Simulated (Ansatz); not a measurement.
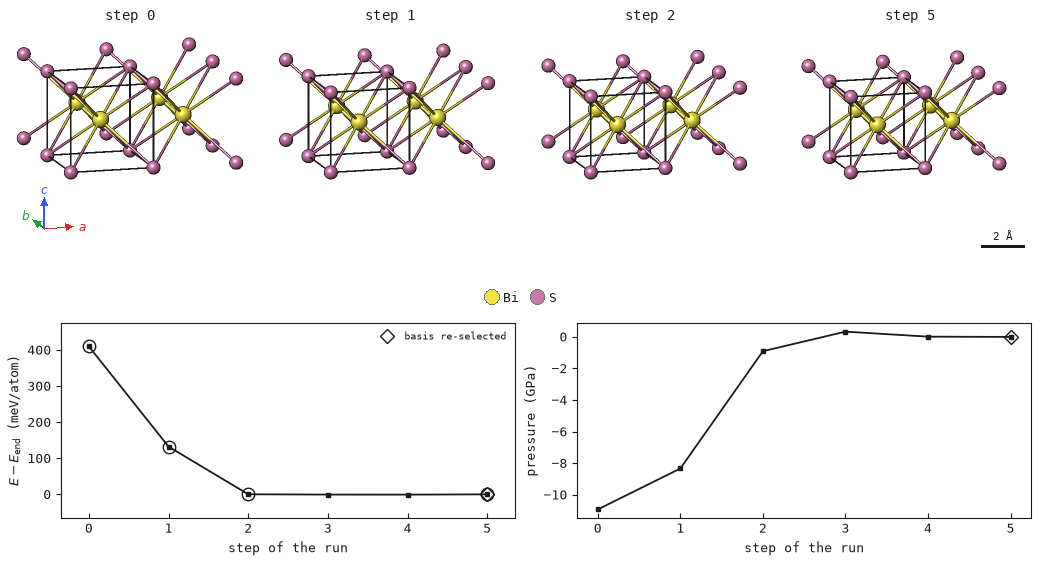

Frames of a relaxation of solid BiS (a generated structure, set up in Pm-3m), marked on the history of the run. A ball-and-stick model of the cell of the calculation, repeated 2 × 2 × 1 with one cell outlined, seen slightly off an axis.

The run lets cell and atoms move.

All numbers below come from Ansatz 0.2.0, Kohn-Sham DFT of a periodic cell, PBE, Ansatz PAW.

Input file:
```yaml
crystal:
  lattice:
    - [4.00294434, 0.0, 0.0]
    - [0.0, 4.00294434, 0.0]
    - [0.0, 0.0, 4.00294434]
  atoms:
    - { symbol: Bi, position: [0.5, 0.5, 0.5] }
    - { symbol: S, position: [0.0, 0.0, 0.0] }
hamiltonian:
  xc: pbe
  pseudopotentials: { kind: paw }
kpoints:
  mp_grid: { grid: [7, 7, 7] }
scf:
  occupations: { method: fermi_dirac, width: 0.05 }
output:
  forces: true
  stress: true
  eigenvalues: true
relax:
  f_tol: 0.01
  max_steps: 40
  cell: { stress_tol: 0.05 }
```

Launched with:
```bash
ansatz run input.yaml --threads 2 --pin off --max-ram 5632MiB --backend cpu --events-out ev --progress --plain --runs-dir out
```

Q: Describe the path.

A: Over 4 accepted moves (5 points after the start) the energy falls by 409 meV per atom. All forces vanish by symmetry, so only the cell relaxes. Pressure: −10.93 GPa at the start and −0.01 GPa at the end. The SCF was repeated once at an unchanged geometry on a basis and grid sized afresh for the cell, which shifted the energy by 0.8 meV per atom at most. No atom moves by more than 0.005 Å relative to the cell. The drawn cell changes as follows: a = b = c 4.003 → 3.597 Å (−10.2 %); the volume changes by −27.5 %. Some distances before and after: Bi–S 3.467 → 3.115 Å. The space group stays Pm-3m (No. 221). From step 0 to 1: volume −13.9 %, energy −277 meV per atom. From step 1 to 2: volume −14.6 %, energy −132 meV per atom. From step 2 to 5: volume −1.3 %, energy −0.2 meV per atom.

```
step  E − E(0), meV/atom  pressure, GPa  volume, Å³/atom                      note
   0                0.00         -10.93           32.071                          
   1             -277.42          -8.34           27.605                          
   2             -409.25          -0.92           23.575                          
   3             -410.11           0.32           23.159                          
   4             -410.20           0.01           23.262                          
   5             -409.41          -0.01           23.262  same geometry, new basis
```
